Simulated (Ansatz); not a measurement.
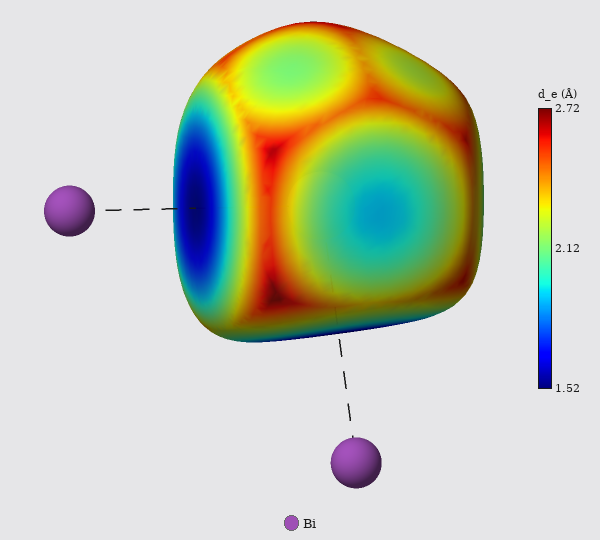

Hirshfeld surface computed for one Bi atom in Bi (Cmce, No. 64), coloured by d_e. Dashed lines lead to the closest neighbours outside.

The surface is where the fragment's share of the procrystal density (the sum of the densities of spherically averaged neutral Hartree-Fock atoms) equals one half. d_i and d_e are the distances from the surface to the nearest nucleus inside and outside. From Rb on the atoms have core potentials, so only their outer electrons count.

Source of the atomic positions: the geometry relaxed with DFT r2SCAN, scalar-relativistic, plane waves, PAW (Ansatz); the starting structure was generated, so it need not be a known form of this composition.

```cif
data_structure
_symmetry_space_group_name_H-M 'P 1'
_symmetry_Int_Tables_number 1
_cell_length_a 4.5165
_cell_length_b 12.8430
_cell_length_c 5.0968
_cell_angle_alpha 90.000
_cell_angle_beta 90.000
_cell_angle_gamma 90.000
_cell_volume 295.64
loop_
_atom_site_label
_atom_site_type_symbol
_atom_site_fract_x
_atom_site_fract_y
_atom_site_fract_z
_atom_site_occupancy
Bi1 Bi 0.00000 0.88349 0.95327 1
Bi2 Bi 0.50000 0.88349 0.54673 1
Bi3 Bi 0.50000 0.61651 0.04673 1
Bi4 Bi 0.00000 0.61651 0.45327 1
Bi5 Bi 0.50000 0.38349 0.95327 1
Bi6 Bi 0.00000 0.38349 0.54673 1
Bi7 Bi 0.00000 0.11651 0.04673 1
Bi8 Bi 0.50000 0.11651 0.45327 1
```

**What is the shortest distance from the fragment to an atom outside it?**

Bi–Bi, 3.03 Å.

**How is the surface shared among contacts (nearest atom inside ··· nearest atom outside)?**

Bi···Bi 100 %. The surface faces 9 neighbours with more than 2 % of its area each: 9 Bi.

**Give the size and shape of the surface.**

It encloses about 29.8 Å³, has an area of about 48 Å² and a globularity of 0.97 (1 for a sphere).
